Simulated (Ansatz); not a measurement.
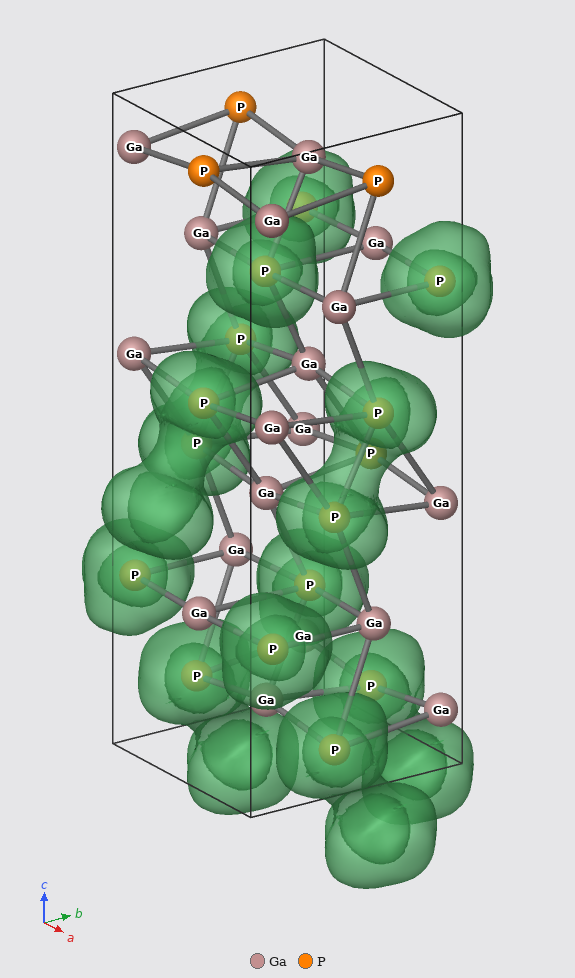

GaP. Isosurface of the ELF at 0.65 (green), seen at an oblique angle. Only the valence region is drawn (cores and ρ < 0.01 e/Å³ removed). Sticks mark near contacts.

Space group Cmcm; a generated structure, not necessarily the stable one; computed pressure about 31 GPa in this cell.

Method: DFT PBE, scalar-relativistic, plane waves, PAW (Ansatz).

Describe the localisation domains.

The ELF exceeds this value in four regions between bonded P–P atoms and four regions on P in which the atom's valence shell and bonds are merged, counted in one cell of 24 atoms. Regions shared between cells count once. Profiles from the grid: P–P (2.21 Å): the ELF peaks at about 0.85 between the atoms. Ga–P (2.37 Å): the ELF peaks at about 0.85 in the valence shell of P, 0.9 Å from its nucleus, and is about 0.70 at the midpoint.

Does the calculation make it a metal, or give it a gap?

It is metallic or semimetallic at this level of theory: no gap opens.
